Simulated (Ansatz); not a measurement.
Geometry relaxation, with input and output: HfS2 (part 1 of 2)

- system: HfS2 (P-3m1, 3 atoms in the cell)
- method: DFT PBEsol, scalar-relativistic, plane waves, PAW, no spin polarisation (Ansatz 0.2.0)

The structure derives from a Materials Project entry. It belongs to a series of runs on one base structure; here: elastic constants, atoms relaxed.

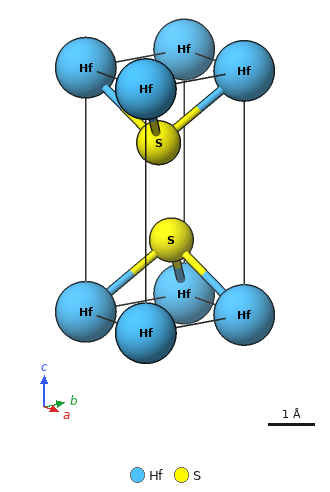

Fig. 1: The input geometry (ball-and-stick view of the cell of the calculation, seen slightly off an axis). An atom can appear more than once, as a periodic image. Near neighbours in the periodic cell (some may lie outside the picture): Hf has 6 S at 2.50 Å; S has 3 Hf at 2.50 Å.

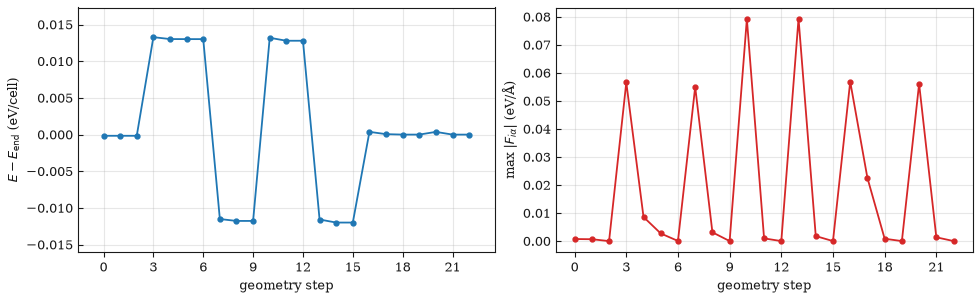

Fig. 2: Progress of the relaxation, step by step (the first geometry is step 0 here and step 1 in the log).

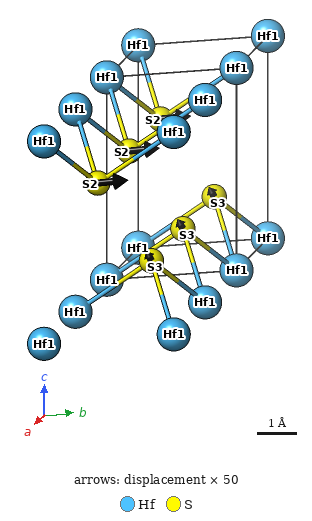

Fig. 3: The starting structure with the displacements as black arrows, magnified 50 times (ball-and-stick view of the cell of the calculation, repeated 3 × 1 × 1, seen slightly off an axis). After 22 geometry steps the energy has risen by 0.2 meV per cell of the calculation. The largest force component goes from 0.00074 to under 0.0001 eV/Å. The atom that moves furthest is S2 (0.017 Å). Hf stays in place. The lattice vectors keep their values. Among the contacts that change: Hf1–S2 2.495 → 2.481 Å. The space group (tolerance 0.01 Å) goes from P-3m1 (No. 164) to Cm (No. 8). (Atoms are counted from 1 in the order of the input.)

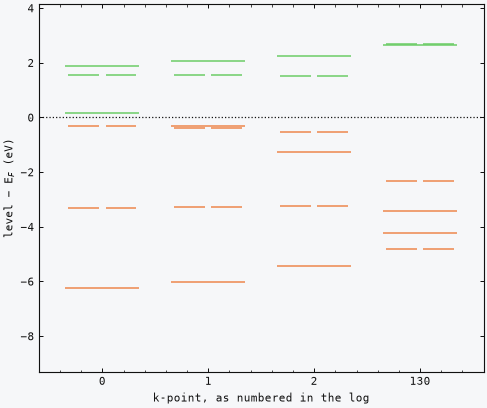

Fig. 4: Kohn–Sham levels near the Fermi level (dotted) at the few k-points that the log prints; levels within 0.02 eV of each other stand side by side. The system is metallic on the full mesh.

These pictures come from the run below.

Input file
```yaml
crystal:
  lattice:
    - [3.4877670386, 0.0, 0.0]
    - [-1.7438835193, 3.0204948579, 0.0]
    - [0.0, 0.0, 5.3805194823]
  atoms:
    - { symbol: Hf, position: [0.0, 0.0, 0.0] }
    - { symbol: S, position: [0.6666666667, 0.3333333333, 0.7260709177] }
    - { symbol: S, position: [0.3333333333, 0.6666666667, 0.2739290823] }
basis:
  ecutwfc: 420
kpoints:
  mp_grid: { grid: [12, 12, 8] }
hamiltonian:
  xc: pbesol
scf:
  occupations: { method: fermi_dirac, width: 0.15 }
output:
  forces: true
  stress: true
  eigenvalues: true
elastic:
  mode: relaxed_ion
  amplitude: 0.005
  stencil: two_point
```

Command:
```bash
ansatz run input.yaml --threads 1 --pin off --max-ram 3072MiB --backend cpu --events-out ev --progress --plain --runs-dir out
```

Output
```
band count auto-derived: 25 (N_el = 38.0; filled up to band 19; 23 by the electrons, moments and atoms)
Engine: ansatz 0.2.0, aarch64-unknown-linux-gnu
Pseudopotentials: kind: paw
Pseudopotential: Hf, paw, valence charge 26, recommended cutoff 420 eV (normal), Hf.paw.azcp
Pseudopotential: S, paw, valence charge 6, recommended cutoff 420 eV (normal), S.paw.azcp
Functional definition: PBEsol
  exchange = pbesol_x
  correlation = pbesol_c
Crystal: 3 atoms, lattice volume = 56.683 Å³
Basis set: ecut = 420 eV, 1103 PW (Γ), exchange–correlation on 48×48×80 points (8 copies of the dense FFT grid, shifted against one another)
Bands: 25, of which v1, the nominal top of the filled ones, is band 19 counted from 1 (18 counted from 0)
Symmetry: 12 space group operations
Space group: P-3m1 (ITA 164), of the structure as read, at distance tolerance 3.8e-5 Å
k-points: 131 of 1152
Non-local potential: Hf, projectors of the file, l = 0: 3, l = 1: 2, l = 2: 2, l = 3: 3
Non-local potential: S, projectors of the file, l = 0: 2, l = 1: 2, l = 2: 2
PAW form: soft (Blöchl's): semilocal exchange-correlation on the pseudo side does not see the compensation charge
PAW frozen core: Hf, regenerated for the run's functional, and the local potential with it (the file was generated under x = pbe(κ = 0.804, μ = 0.2195149727645171), c = pbe(β = 0.06672455060314922))
PAW frozen core: S, regenerated for the run's functional, and the local potential with it (the file was generated under x = pbe(κ = 0.804, μ = 0.2195149727645171), c = pbe(β = 0.06672455060314922))
PAW one-centre angular grid: Hf, 590 points (default); XC on 64 Gauss nodes
PAW one-centre angular grid: S, 110 points (default); XC on 64 Gauss nodes
Initial density: superposition of atomic densities (neutral atoms: chi_scale 0, normalization atom), corrected by the library's trained network
Initial wavefunctions: pseudopotential atomic-orbital guess
Functional: x = pbesol(κ = 0.804, μ = 0.12345679012345678), c = pbesol(β = 0.046)
SCF iter   1: F=—  HF=-17372.424499 eV  |F-HF|=—  |Δ(HF+E_count)|=         —  Δρ=5.47e-3  dr2=2.68e-2  ethr=1.77e-3  ⟨swp⟩=5.1  Hψ=13673  notcnv=0
preconditioner: auto → Kerker (q_TF=auto, 2.552 Å⁻¹)  [metal: Δε(μ)=0.262 eV  Ē_g=12.887 eV  σ=0.150 eV  W_gap=0.39  n_scr=22 (ndim 8)  ℏωp=27.0 eV  f_vac=0.013  D(μ)=0.21/eV (n_scr^D=0)]
SCF iter   2: F=—  HF=-17372.419307 eV  |F-HF|=—  |Δ(HF+E_count)|=   5.19e-3  Δρ=2.62e-3  dr2=5.46e-3  ethr=7.06e-5  ⟨swp⟩=1.1  Hψ=4330  notcnv=0
SCF iter   3: F=—  HF=-17372.418451 eV  |F-HF|=—  |Δ(HF+E_count)|=   8.56e-4  Δρ=5.26e-4  dr2=2.43e-4  ethr=1.44e-5  ⟨swp⟩=2.0  Hψ=4589  notcnv=0
SCF iter   4: F=—  HF=-17372.418463 eV  |F-HF|=—  |Δ(HF+E_count)|=   1.22e-5  Δρ=1.46e-4  dr2=2.78e-5  ethr=6.38e-7  ⟨swp⟩=2.5  Hψ=4931  notcnv=0
SCF iter   5: F=—  HF=-17372.418473 eV  |F-HF|=—  |Δ(HF+E_count)|=   9.31e-6  Δρ=7.62e-5  dr2=5.11e-6  ethr=7.32e-8  ⟨swp⟩=2.0  Hψ=5762  notcnv=0
SCF iter   6: F=—  HF=-17372.418473 eV  |F-HF|=—  |Δ(HF+E_count)|=   6.11e-7  Δρ=3.57e-5  dr2=1.78e-6  ethr=1.35e-8  ⟨swp⟩=2.0  Hψ=5740  notcnv=0
SCF iter   7: F=—  HF=-17372.418473 eV  |F-HF|=—  |Δ(HF+E_count)|=   1.04e-7  Δρ=1.25e-5  dr2=1.22e-7  ethr=4.68e-9  ⟨swp⟩=2.0  Hψ=5766  notcnv=0
SCF iter   8: F=—  HF=-17372.418473 eV  |F-HF|=—  |Δ(HF+E_count)|=   6.12e-8  Δρ=5.58e-6  dr2=3.49e-8  ethr=3.21e-10  ⟨swp⟩=2.1  Hψ=5631  notcnv=0
SCF iter   9: F=—  HF=-17372.418473 eV  |F-HF|=—  |Δ(HF+E_count)|=   2.35e-9  Δρ=1.41e-6  dr2=1.35e-9  ethr=9.18e-11  ⟨swp⟩=2.0  Hψ=5037  notcnv=0
SCF iter  10: F=—  HF=-17372.418473 eV  |F-HF|=—  |Δ(HF+E_count)|=  2.69e-10  Δρ=3.11e-7  dr2=6.80e-11  ethr=3.54e-12  ⟨swp⟩=2.0  Hψ=5333  notcnv=0
SCF iter  11: F=—  HF=-17372.418473 eV  |F-HF|=—  |Δ(HF+E_count)|=  2.18e-11  Δρ=7.21e-8  dr2=3.09e-12  ethr=1.79e-13 (applied; sched 1.00e-12)  ⟨swp⟩=2.2  Hψ=4334  notcnv=0
SCF iter  12: F=—  HF=-17372.418473 eV  |F-HF|=—  |Δ(HF+E_count)|=  7.28e-12  Δρ=1.43e-8  dr2=1.23e-13  ethr=8.12e-15 (applied; sched 1.00e-12)  ⟨swp⟩=2.2  Hψ=5009  notcnv=0
SCF iter  13: F=-17372.418473 eV  HF=-17372.418473 eV  |F-HF|=0.00e0  |Δ(HF+E_count)|=  7.28e-12  Δρ=4.38e-9  dr2=2.06e-14  ethr=1.00e-12  ⟨swp⟩=4.0  Hψ=10557  notcnv=0
SCF 1 converged in 13 iterations: F = -17372.418473 eV  dr2 = 2.06e-14
  greatest PAW one-centre occupation: 0.998 electrons in one spin orbital (limit 2), on the Hf atom at site 0 (counted from 0), in its partial waves of l = 3
relax step   1: F+E_penalty+E_count = -17372.41847308 eV  Δ(F+E_penalty+E_count) = +0.000e0 eV  max|allowed force component| = 7.394e-4 eV/Å  Δτ_max = 0.0000 Å  (13 SCF iters, accepted)
Initial density: handed on by an earlier stage of this run
Initial wavefunctions: pseudopotential atomic-orbital guess (no wavefunctions were taken with the density)
iter 1 solved again at ethr=6.24e-7 eV; its pass at ethr=3.10e-3 eV (dr2=2.37e-4 eV) is discarded
SCF iter   1: F=—  HF=-17372.418479 eV  |F-HF|=—  |Δ(HF+E_count)|=         —  Δρ=1.27e-4  dr2=3.99e-5  ethr=6.24e-7  ⟨swp⟩=3.0  Hψ=21064  notcnv=0
preconditioner: auto → Kerker (q_TF=auto, 2.552 Å⁻¹)  [metal: Δε(μ)=0.258 eV  Ē_g=12.911 eV  σ=0.150 eV  W_gap=0.36  n_scr=22 (ndim 8)  ℏωp=27.0 eV  f_vac=0.010  D(μ)=0.18/eV (n_scr^D=0)]
SCF iter   2: F=—  HF=-17372.418477 eV  |F-HF|=—  |Δ(HF+E_count)|=   1.53e-6  Δρ=6.50e-5  dr2=1.22e-5  ethr=1.05e-7  ⟨swp⟩=1.1  Hψ=3294  notcnv=0
SCF iter   3: F=—  HF=-17372.418472 eV  |F-HF|=—  |Δ(HF+E_count)|=   4.70e-6  Δρ=2.43e-5  dr2=1.49e-6  ethr=3.22e-8  ⟨swp⟩=2.8  Hψ=4938  notcnv=0
SCF iter   4: F=—  HF=-17372.418473 eV  |F-HF|=—  |Δ(HF+E_count)|=   7.61e-7  Δρ=1.59e-5  dr2=3.34e-7  ethr=3.92e-9  ⟨swp⟩=2.1  Hψ=5205  notcnv=0
SCF iter   5: F=—  HF=-17372.418473 eV  |F-HF|=—  |Δ(HF+E_count)|=   9.46e-8  Δρ=7.28e-6  dr2=2.93e-8  ethr=8.80e-10  ⟨swp⟩=2.0  Hψ=4984  notcnv=0
SCF iter   6: F=—  HF=-17372.418473 eV  |F-HF|=—  |Δ(HF+E_count)|=   9.76e-9  Δρ=1.94e-6  dr2=5.00e-9  ethr=7.71e-11  ⟨swp⟩=2.0  Hψ=5138  notcnv=0
SCF iter   7: F=—  HF=-17372.418473 eV  |F-HF|=—  |Δ(HF+E_count)|=   1.02e-9  Δρ=5.10e-7  dr2=3.55e-10  ethr=1.32e-11  ⟨swp⟩=2.0  Hψ=4059  notcnv=0
SCF iter   8: F=—  HF=-17372.418473 eV  |F-HF|=—  |Δ(HF+E_count)|=  5.82e-11  Δρ=1.79e-7  dr2=3.39e-11  ethr=9.35e-13 (applied; sched 1.00e-12)  ⟨swp⟩=2.0  Hψ=4946  notcnv=0
SCF iter   9: F=—  HF=-17372.418473 eV  |F-HF|=—  |Δ(HF+E_count)|=  2.91e-11  Δρ=5.05e-8  dr2=2.98e-12  ethr=8.93e-14 (applied; sched 1.00e-12)  ⟨swp⟩=2.0  Hψ=5621  notcnv=0
SCF iter  10: F=—  HF=-17372.418473 eV  |F-HF|=—  |Δ(HF+E_count)|=  7.28e-12  Δρ=1.39e-8  dr2=1.10e-13  ethr=7.84e-15 (applied; sched 1.00e-12)  ⟨swp⟩=2.0  Hψ=5752  notcnv=0
SCF iter  11: F=-17372.418473 eV  HF=-17372.418473 eV  |F-HF|=7.28e-12  |Δ(HF+E_count)|=  3.64e-12  Δρ=2.82e-9  dr2=4.28e-15  ethr=1.00e-12  ⟨swp⟩=4.0  Hψ=10773  notcnv=0
SCF 2 converged in 11 iterations: F = -17372.418473 eV  dr2 = 4.28e-15
relax step   2: F+E_penalty+E_count = -17372.41847308 eV  Δ(F+E_penalty+E_count) = -6.290e-9 eV  max|allowed force component| = 6.711e-4 eV/Å  Δτ_max = 0.0001 Å  (11 SCF iters, accepted)
[... from here on the SCF iterations and repeated set-up lines of each step are left out, up to the last step ...]
SCF 3 converged in 7 iterations: F = -17372.418473 eV  dr2 = 7.15e-14
relax step   3: F+E_penalty+E_count = -17372.41847311 eV  Δ(F+E_penalty+E_count) = -2.940e-8 eV  max|allowed force component| = 4.097e-8 eV/Å  Δτ_max = 0.0000 Å  (7 SCF iters, accepted)
SCF 4 converged in 10 iterations: F = -17372.418473 eV  dr2 = 1.70e-15
SCF 5 converged in 14 iterations: F = -17372.405030 eV  dr2 = 1.17e-14
relax step   1: F+E_penalty+E_count = -17372.40502985 eV  Δ(F+E_penalty+E_count) = +0.000e0 eV  max|allowed force component| = 5.658e-2 eV/Å  Δτ_max = 0.0000 Å  (14 SCF iters, accepted)
SCF 6 converged in 11 iterations: F = -17372.405289 eV  dr2 = 6.47e-15
relax step   2: F+E_penalty+E_count = -17372.40528868 eV  Δ(F+E_penalty+E_count) = -2.588e-4 eV  max|allowed force component| = 8.608e-3 eV/Å  Δτ_max = 0.0040 Å  (11 SCF iters, accepted)
SCF 7 converged in 9 iterations: F = -17372.405296 eV  dr2 = 4.39e-15
relax step   3: F+E_penalty+E_count = -17372.40529642 eV  Δ(F+E_penalty+E_count) = -7.732e-6 eV  max|allowed force component| = 2.732e-3 eV/Å  Δτ_max = 0.0007 Å  (9 SCF iters, accepted)
SCF 8 converged in 8 iterations: F = -17372.405297 eV  dr2 = 6.69e-14
relax step   4: F+E_penalty+E_count = -17372.40529738 eV  Δ(F+E_penalty+E_count) = -9.672e-7 eV  max|allowed force component| = 4.986e-5 eV/Å  Δτ_max = 0.0003 Å  (8 SCF iters, accepted)
SCF 9 converged in 8 iterations: F = -17372.405297 eV  dr2 = 6.45e-14
SCF 10 converged in 13 iterations: F = -17372.429821 eV  dr2 = 8.77e-15
relax step   1: F+E_penalty+E_count = -17372.42982125 eV  Δ(F+E_penalty+E_count) = +0.000e0 eV  max|allowed force component| = 5.500e-2 eV/Å  Δτ_max = 0.0000 Å  (13 SCF iters, accepted)
SCF 11 converged in 11 iterations: F = -17372.430079 eV  dr2 = 1.25e-14
relax step   2: F+E_penalty+E_count = -17372.43007931 eV  Δ(F+E_penalty+E_count) = -2.581e-4 eV  max|allowed force component| = 3.137e-3 eV/Å  Δτ_max = 0.0043 Å  (11 SCF iters, accepted)
SCF 12 converged in 9 iterations: F = -17372.430080 eV  dr2 = 1.90e-14
relax step   3: F+E_penalty+E_count = -17372.43008008 eV  Δ(F+E_penalty+E_count) = -7.740e-7 eV  max|allowed force component| = 8.906e-6 eV/Å  Δτ_max = 0.0002 Å  (9 SCF iters, accepted)
SCF 13 converged in 9 iterations: F = -17372.430080 eV  dr2 = 5.30e-14
SCF 14 converged in 14 iterations: F = -17372.405113 eV  dr2 = 1.05e-14
relax step   1: F+E_penalty+E_count = -17372.40511333 eV  Δ(F+E_penalty+E_count) = +0.000e0 eV  max|allowed force component| = 7.926e-2 eV/Å  Δτ_max = 0.0000 Å  (14 SCF iters, accepted)
SCF 15 converged in 10 iterations: F = -17372.405518 eV  dr2 = 8.07e-14
relax step   2: F+E_penalty+E_count = -17372.40551821 eV  Δ(F+E_penalty+E_count) = -4.049e-4 eV  max|allowed force component| = 9.702e-4 eV/Å  Δτ_max = 0.0052 Å  (10 SCF iters, accepted)
SCF 16 converged in 8 iterations: F = -17372.405518 eV  dr2 = 2.74e-14
relax step   3: F+E_penalty+E_count = -17372.40551827 eV  Δ(F+E_penalty+E_count) = -6.079e-8 eV  max|allowed force component| = 1.338e-6 eV/Å  Δτ_max = 0.0001 Å  (8 SCF iters, accepted)
SCF 17 converged in 9 iterations: F = -17372.405518 eV  dr2 = 9.93e-14
SCF 18 converged in 14 iterations: F = -17372.429885 eV  dr2 = 8.27e-15
relax step   1: F+E_penalty+E_count = -17372.42988457 eV  Δ(F+E_penalty+E_count) = +0.000e0 eV  max|allowed force component| = 7.936e-2 eV/Å  Δτ_max = 0.0000 Å  (14 SCF iters, accepted)
SCF 19 converged in 11 iterations: F = -17372.430301 eV  dr2 = 7.11e-15
relax step   2: F+E_penalty+E_count = -17372.43030073 eV  Δ(F+E_penalty+E_count) = -4.162e-4 eV  max|allowed force component| = 1.799e-3 eV/Å  Δτ_max = 0.0051 Å  (11 SCF iters, accepted)
SCF 20 converged in 8 iterations: F = -17372.430301 eV  dr2 = 7.28e-14
relax step   3: F+E_penalty+E_count = -17372.43030094 eV  Δ(F+E_penalty+E_count) = -2.135e-7 eV  max|allowed force component| = 3.089e-6 eV/Å  Δτ_max = 0.0001 Å  (8 SCF iters, accepted)
SCF 21 converged in 7 iterations: F = -17372.430301 eV  dr2 = 6.62e-14
SCF 22 converged in 11 iterations: F = -17372.417937 eV  dr2 = 1.02e-14
relax step   1: F+E_penalty+E_count = -17372.41793656 eV  Δ(F+E_penalty+E_count) = +0.000e0 eV  max|allowed force component| = 5.688e-2 eV/Å  Δτ_max = 0.0000 Å  (11 SCF iters, accepted)
SCF 23 converged in 10 iterations: F = -17372.418251 eV  dr2 = 4.70e-15
relax step   2: F+E_penalty+E_count = -17372.41825092 eV  Δ(F+E_penalty+E_count) = -3.144e-4 eV  max|allowed force component| = 2.251e-2 eV/Å  Δτ_max = 0.0040 Å  (10 SCF iters, accepted)
SCF 24 converged in 9 iterations: F = -17372.418310 eV  dr2 = 8.35e-14
relax step   3: F+E_penalty+E_count = -17372.41830969 eV  Δ(F+E_penalty+E_count) = -5.877e-5 eV  max|allowed force component| = 8.424e-4 eV/Å  Δτ_max = 0.0026 Å  (9 SCF iters, accepted)
SCF 25 converged in 8 iterations: F = -17372.418310 eV  dr2 = 2.10e-14
relax step   4: F+E_penalty+E_count = -17372.41830974 eV  Δ(F+E_penalty+E_count) = -5.463e-8 eV  max|allowed force component| = 2.528e-6 eV/Å  Δτ_max = 0.0001 Å  (8 SCF iters, accepted)
SCF 26 converged in 9 iterations: F = -17372.418310 eV  dr2 = 5.03e-14
SCF 27 converged in 11 iterations: F = -17372.417941 eV  dr2 = 1.09e-14
relax step   1: F+E_penalty+E_count = -17372.41794082 eV  Δ(F+E_penalty+E_count) = +0.000e0 eV  max|allowed force component| = 5.610e-2 eV/Å  Δτ_max = 0.0000 Å  (11 SCF iters, accepted)
SCF 28 converged in 9 iterations: F = -17372.418312 eV  dr2 = 5.40e-14
relax step   2: F+E_penalty+E_count = -17372.41831189 eV  Δ(F+E_penalty+E_count) = -3.711e-4 eV  max|allowed force component| = 1.362e-3 eV/Å  Δτ_max = 0.0065 Å  (9 SCF iters, accepted)
SCF iter   1: F=—  HF=-17372.418309 eV  |F-HF|=—  |Δ(HF+E_count)|=         —  Δρ=6.79e-6  dr2=2.85e-8  ethr=1.26e-9  ⟨swp⟩=5.2  Hψ=32783  notcnv=0
SCF iter   2: F=—  HF=-17372.418312 eV  |F-HF|=—  |Δ(HF+E_count)|=   3.09e-6  Δρ=4.22e-6  dr2=1.16e-8  ethr=7.49e-11  ⟨swp⟩=2.4  Hψ=15229  notcnv=0
SCF iter   3: F=—  HF=-17372.418312 eV  |F-HF|=—  |Δ(HF+E_count)|=   3.92e-9  Δρ=6.76e-7  dr2=2.57e-10  ethr=3.06e-11  ⟨swp⟩=2.0  Hψ=11965  notcnv=0
SCF iter   4: F=—  HF=-17372.418312 eV  |F-HF|=—  |Δ(HF+E_count)|=  1.46e-11  Δρ=3.26e-7  dr2=6.50e-11  ethr=6.76e-13 (applied; sched 1.00e-12)  ⟨swp⟩=2.0  Hψ=12314  notcnv=0
SCF iter   5: F=—  HF=-17372.418312 eV  |F-HF|=—  |Δ(HF+E_count)|=  1.09e-11  Δρ=1.48e-7  dr2=1.38e-11  ethr=1.71e-13 (applied; sched 1.00e-12)  ⟨swp⟩=2.0  Hψ=13691  notcnv=0
SCF iter   6: F=—  HF=-17372.418312 eV  |F-HF|=—  |Δ(HF+E_count)|=  1.82e-11  Δρ=6.13e-8  dr2=2.45e-12  ethr=3.64e-14 (applied; sched 1.00e-12)  ⟨swp⟩=2.0  Hψ=14043  notcnv=0
SCF iter   7: F=—  HF=-17372.418312 eV  |F-HF|=—  |Δ(HF+E_count)|=    0.00e0  Δρ=1.41e-8  dr2=2.25e-13  ethr=6.44e-15 (applied; sched 1.00e-12)  ⟨swp⟩=2.0  Hψ=14038  notcnv=0
SCF iter   8: F=-17372.418312 eV  HF=-17372.418312 eV  |F-HF|=3.64e-12  |Δ(HF+E_count)|=  3.64e-12  Δρ=4.45e-9  dr2=3.13e-14  ethr=1.00e-12  ⟨swp⟩=4.0  Hψ=25990  notcnv=0
SCF 29 converged in 8 iterations: F = -17372.418312 eV  dr2 = 3.13e-14
relax step   3: F+E_penalty+E_count = -17372.41831206 eV  Δ(F+E_penalty+E_count) = -1.759e-7 eV  max|allowed force component| = 1.188e-5 eV/Å  Δτ_max = 0.0001 Å  (8 SCF iters, accepted)
iter 1 solved again at ethr=1.00e-12 eV; its pass at ethr=3.10e-3 eV (dr2=8.79e-11 eV) is discarded
```
